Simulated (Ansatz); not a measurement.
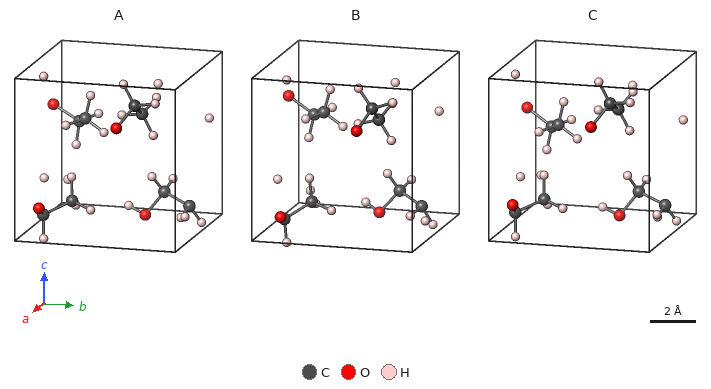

3 geometries from one relaxation of an amorphous cell of composition H₆C₂O, in shuffled order. The picture is a ball-and-stick view of the cell of the calculation, seen slightly off an axis.

The cell holds 4 CH3CH2OH. The run prepares the start of a later molecular dynamics calculation, from a guessed geometry.

These are results of Ansatz, DFT r2SCAN-D3(BJ), scalar-relativistic, plane waves, PAW, not measurements. Settings: plane-wave cutoff 500 eV; k-point mesh 1 × 1 × 1; occupations fermi dirac; smearing width 0.02 eV; no spin polarisation; atoms relaxed in a fixed cell; force threshold 0.3 eV/Å; at most 15 steps.

Put them in the order of the run, from the start to the converged end.

Answer. C, A, B. They are steps 0, 2, 6, at +0.568 eV per cell of the calculation, +0.256 eV per cell of the calculation relative to the last. The largest moves, 0.74 Å, are those of H atoms. Largest moves by element: H 0.74 Å, O 0.60 Å, C 0.58 Å. The lattice vectors keep their values. Near-neighbour distances that change, for instance: C–O 1.427 → 1.437 Å, H–O 0.971 → 0.963 Å. Among the angles between lasting bonds that change: C–O–H 107.7° → 110.8°, C–O–H 107.7° → 104.9°, C–C–O 107.1° → 109.3°. The energy falls by 0.568 eV per cell of the calculation in 5 accepted moves (6 points after the start). The largest force component goes from 0.6 to 0.27 eV/Å. 1 step only repeated the SCF at the same geometry. The run took 3.3 min on 1 thread of Intel(R) Xeon(R) Platinum 8488C (Sapphire Rapids) (shared host), peak memory 1.4 GiB.

Limits of the set-up: the periodic images lie only 7.5 Å apart, so the values are limited by the cell's size.
